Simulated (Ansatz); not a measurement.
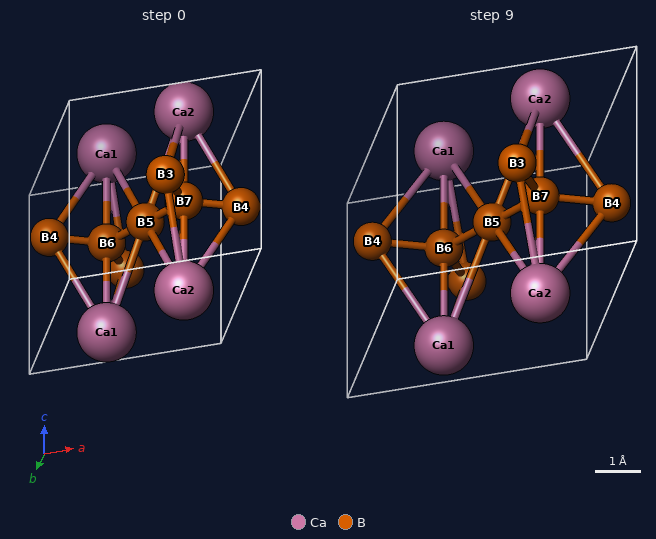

The structure of crystalline Ca2B5 (a generated structure, set up in P6/mmm) (coarse preliminary run) before (left) and after (right) a relaxation, at one scale.

Style: ball-and-stick. Shown: the cell of the calculation, from a free direction.

All numbers below come from DFT PBE, scalar-relativistic, plane waves, PAW in Ansatz. Settings: plane-wave cutoff 420 eV; k-point mesh 6 × 6 × 4; occupations gaussian; smearing width 0.1 eV; no spin polarisation; cell and atoms relaxed; force threshold 0.04 eV/Å; at most 70 steps.

> What changed between the two?

After 7 accepted moves (9 points after the start) the energy has fallen by 1594 meV per atom. All forces vanish by symmetry, so only the cell relaxes. Pressure: 81.03 GPa at the start and 0.24 GPa at the end. The SCF was repeated twice at an unchanged geometry on a basis and grid sized afresh for the cell, which shifted the energy by 40.9 meV per atom at most. No atom moves by more than 0.005 Å relative to the cell. The drawn cell changes as follows: a = b 4.531 → 5.655 Å (+24.8 %), c 4.563 → 4.964 Å (+8.8 %); the volume changes by +69.5 %. Some distances before and after: Ca1–Ca2 2.616 → 3.265 Å, B3–B4 2.266 → 2.828 Å, Ca1–B3 2.630 → 2.971 Å, B3–B6 1.308 → 1.633 Å. Among the angles between lasting bonds that change: Ca1–B4–Ca2 59.7° → 66.7°, Ca1–B4–Ca1 120.3° → 113.3°, Ca1–B4–B7 119.8° → 123.3°. The space group stays P6/mmm (No. 191). Cost: 26 s on 1 thread of Intel(R) Xeon(R) 6975P-C (Granite Rapids) (shared host), peak memory 0.45 GiB.
